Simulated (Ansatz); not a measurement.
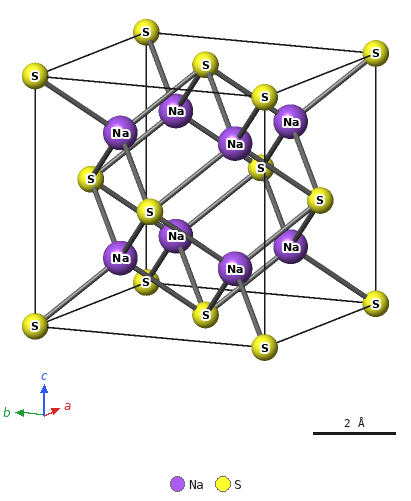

Normal modes of a crystal of Na$_{2}$S relaxed at 2 GPa, at the zone centre. The picture is a ball-and-stick view of the conventional cell (4 times the calculation's cell), seen from a free direction. Lengths and directions refer to the drawn axes.

Computed with Ansatz, DFT LDA, scalar-relativistic, plane waves, PAW. Settings: plane-wave cutoff 420 eV; k-point mesh 8 × 8 × 8; occupations fixed; target pressure 2 GPa; no spin polarisation.

Frequencies are those without the non-analytic (LO–TO) term.

Give the spectrum at this point.

Answer. The calculation's cell holds 3 atoms, so there are 6 optical modes, in 2 levels. The optical modes span T₂g + T₁u. No level is unstable.

```csv
level,symmetry,frequency (cm⁻¹),activity
1,T₂g,212,Raman-active
2,T₁u,243,infrared-active
```

The displacement patterns (one member of each degenerate set):

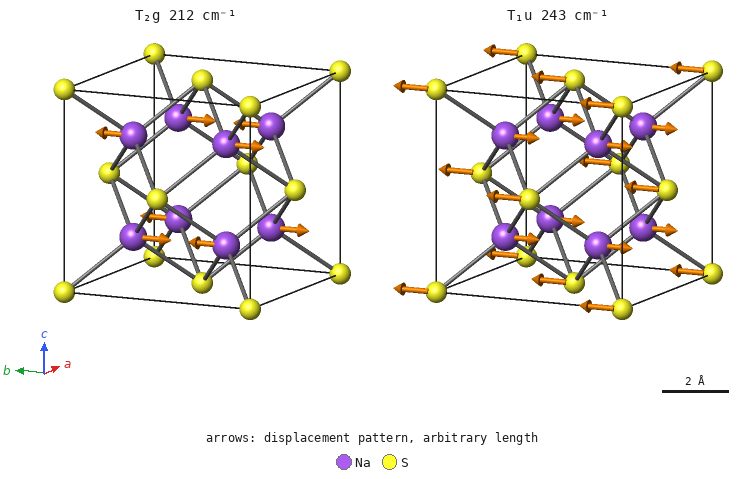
